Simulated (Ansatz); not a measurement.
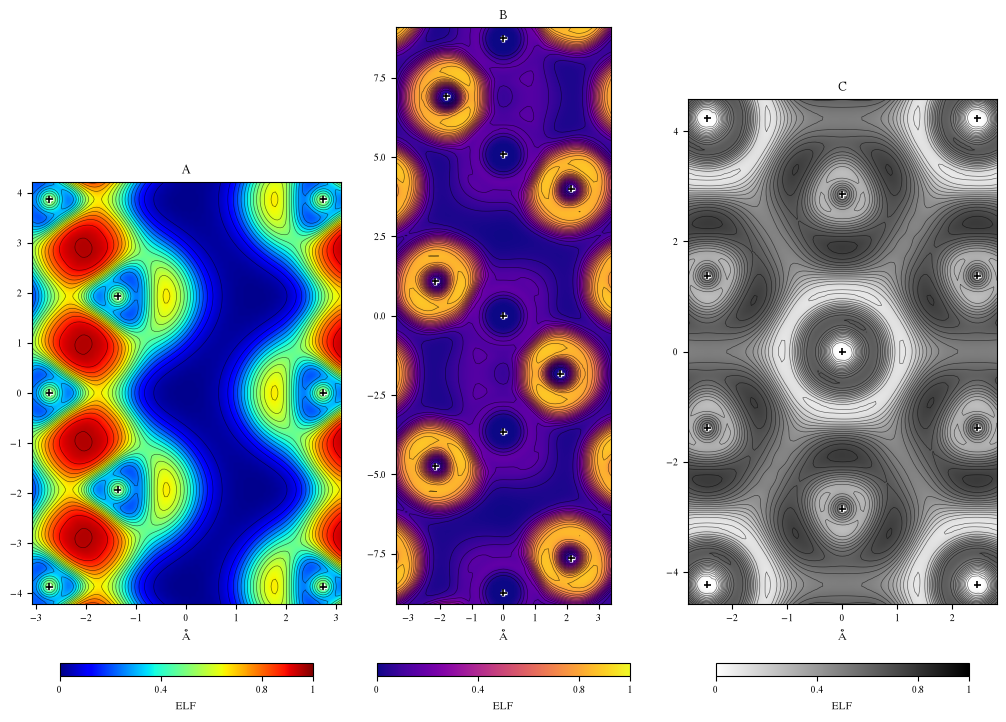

The electron localisation function of 3 systems, each on a plane through atoms (crosses mark nuclei in the plane).

Level of theory: DFT PBE, scalar-relativistic, plane waves, PAW (Ansatz).

System 1: Si, the (011) plane of the conventional cell. Space group Fd-3m; a structure from a database of computed crystals, not necessarily the ambient phase.

```yaml
crystal:
  lattice:
    - [5.47009, 0.00000, 0.00000]
    - [0.00000, 5.47009, 0.00000]
    - [0.00000, 0.00000, 5.47009]
  atoms:
    - { symbol: Si, position: [0.25000, 0.25000, 0.25000] }
    - { symbol: Si, position: [0.75000, 0.75000, 0.25000] }
    - { symbol: Si, position: [0.75000, 0.25000, 0.75000] }
    - { symbol: Si, position: [0.25000, 0.75000, 0.75000] }
    - { symbol: Si, position: [0.00000, 0.00000, 0.00000] }
    - { symbol: Si, position: [0.50000, 0.50000, 0.00000] }
    - { symbol: Si, position: [0.50000, 0.00000, 0.50000] }
    - { symbol: Si, position: [0.00000, 0.50000, 0.50000] }
```

System 2: Zn2S3, the (100) plane of the conventional cell. Space group R-3c; started from the corundum_167 prototype, which need not be the ambient phase.

```
CELL_PARAMETERS angstrom
6.07883 0.00000 0.00000
-3.03942 5.26442 0.00000
0.00000 0.00000 17.47761
ATOMIC_POSITIONS crystal
Zn 0.33333 0.66667 0.02111
Zn 0.00000 0.00000 0.35444
Zn 0.66667 0.33333 0.68777
Zn 0.00000 0.00000 0.14556
Zn 0.66667 0.33333 0.47889
Zn 0.33333 0.66667 0.81223
Zn 0.33333 0.66667 0.31223
Zn 0.00000 0.00000 0.64556
Zn 0.66667 0.33333 0.97889
Zn 0.66667 0.33333 0.18777
Zn 0.33333 0.66667 0.52111
Zn 0.00000 0.00000 0.85444
S 0.29499 0.00000 0.25000
S 0.96166 0.33333 0.58333
S 0.62833 0.66667 0.91667
S 0.00000 0.29499 0.25000
S 0.66667 0.62833 0.58333
S 0.33333 0.96166 0.91667
S 0.70501 0.70501 0.25000
S 0.37167 0.03834 0.58333
S 0.03834 0.37167 0.91667
S 0.37167 0.33333 0.08333
S 0.03834 0.66667 0.41667
S 0.70501 0.00000 0.75000
S 0.66667 0.03834 0.08333
S 0.33333 0.37167 0.41667
S 0.00000 0.70501 0.75000
S 0.96166 0.62833 0.08333
S 0.62833 0.96166 0.41667
S 0.29499 0.29499 0.75000
```

System 3: TiSi2, the (001) plane of the conventional cell. Space group Fddd; changed on purpose from its base cell (volume × 1.06, shape and atoms relaxed); computed pressure about −7 GPa in this cell; computed without spin polarisation.

```xyz
24
Lattice="4.9066 0.0000 0.0000 0.0000 8.4671 0.0000 0.0000 0.0000 8.6833" Properties=species:S:1:pos:R:3 pbc="T T T"
Ti    3.6800    2.1168    2.1708
Ti    1.2267    6.3503    2.1708
Ti    1.2267    2.1168    6.5125
Ti    3.6800    6.3503    6.5125
Ti    2.4533    0.0000    0.0000
Ti    0.0000    4.2336    0.0000
Ti    0.0000    0.0000    4.3416
Ti    2.4533    4.2336    4.3416
Si    1.2267    0.7381    2.1708
Si    3.6800    4.9716    2.1708
Si    3.6800    0.7381    6.5125
Si    1.2267    4.9716    6.5125
Si    1.2267    3.4955    2.1708
Si    3.6800    7.7290    2.1708
Si    3.6800    3.4955    6.5125
Si    1.2267    7.7290    6.5125
Si    0.0000    1.3787    0.0000
Si    2.4533    5.6123    0.0000
Si    2.4533    1.3787    4.3416
Si    0.0000    5.6123    4.3416
Si    2.4533    2.8549    0.0000
Si    0.0000    7.0884    0.0000
Si    0.0000    2.8549    4.3416
Si    2.4533    7.0884    4.3416
```

Question: Which map belongs to which system?

Answer: Panel A is system 1, Si: the plane holds Si. Si–Si (2.37 Å): the ELF peaks at about 0.95 between the atoms: a covalent bond. Panel B is system 2, Zn2S3: the plane holds Zn and S. Zn–S (2.41 Å): the ELF peaks at about 0.90 in the valence shell of S, 0.8 Å from its nucleus, and is about 0.50 at the midpoint. Panel C is system 3, TiSi2: the plane holds Ti and Si. Ti–Si (2.81 Å): the ELF peaks at about 0.75 in the valence shell of Si, 0.9 Å from its nucleus, and is about 0.40 at the midpoint.
